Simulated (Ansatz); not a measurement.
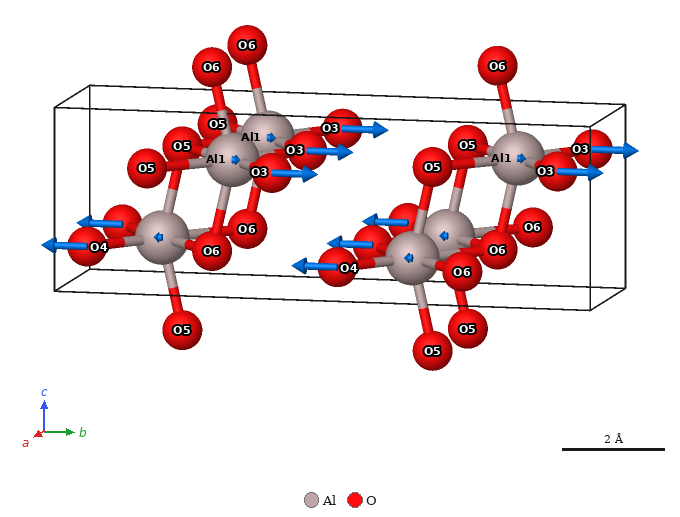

A relaxation of crystalline AlO2 (set up in Cmcm). The starting structure is drawn; blue arrows show the displacements (the part carried along by the change of the cell is left out), 3 times their true length.

The picture is a ball-and-stick view of the conventional cell (2 times the calculation's cell), seen slightly off an axis. Lengths and directions refer to the drawn axes.

The run lets cell and atoms move.

Level of theory: Ansatz 0.2.0, Kohn-Sham DFT of a periodic cell, PBE, Ansatz PAW.

Input
```yaml
crystal:
  lattice:
    - [1.488162, -5.402833, 0.0]
    - [1.488162, 5.402833, 0.0]
    - [0.0, 0.0, 3.646612]
  atoms:
    - { symbol: Al, position: [0.668133, 0.331867, 0.75] }
    - { symbol: Al, position: [0.331867, 0.668133, 0.25] }
    - { symbol: O, position: [0.061072, 0.938928, 0.75] }
    - { symbol: O, position: [0.938928, 0.061072, 0.25] }
    - { symbol: O, position: [0.294184, 0.705816, 0.75] }
    - { symbol: O, position: [0.705816, 0.294184, 0.25] }
hamiltonian:
  xc: pbe
  pseudopotentials: { kind: paw }
kpoints:
  mp_grid: { grid: [9, 9, 7] }
scf:
  occupations: { method: fermi_dirac, width: 0.05 }
output:
  forces: true
  stress: true
  eigenvalues: true
relax:
  f_tol: 0.01
  max_steps: 40
  cell: { stress_tol: 0.05 }
```

Launched with:
```bash
ansatz run input.yaml --threads 2 --pin off --max-ram 5632MiB --backend cpu --events-out ev --progress --plain --runs-dir out
```

**What happened in the run?**

The largest moves relative to the cell, 0.31 Å, are those of O atoms. Largest moves by element: O 0.31 Å, Al 0.06 Å. The drawn cell changes as follows: a 2.976 → 2.939 Å (−1.3 %), b 10.806 → 9.981 Å (−7.6 %), c 3.647 → 3.624 Å (−0.6 %); the volume changes by −9.4 %. Near-neighbour distances that change, for instance: Al–O 1.885 → 1.977 Å, Al–O 2.017 → 1.975 Å, Al–O 1.868 → 1.862 Å. Bond angles that change, for instance: Al–O–Al 104.3° → 96.0°, O–Al–O 104.3° → 96.0°, O–Al–O 175.4° → 179.9°. The space group stays Cmcm (No. 63). The energy falls by 118 meV per atom in 10 accepted moves (14 points after the start). Largest force component: 0.7 eV/Å at the start, 0.0018 eV/Å at the end. The pressure goes from −1.16 to 0.00 GPa. The line search rejected the trial step at point 5 of the run. At 3 points the geometry stayed and the basis and grid were re-selected for the new cell (energy shift of 2.5 meV per atom at most each time).
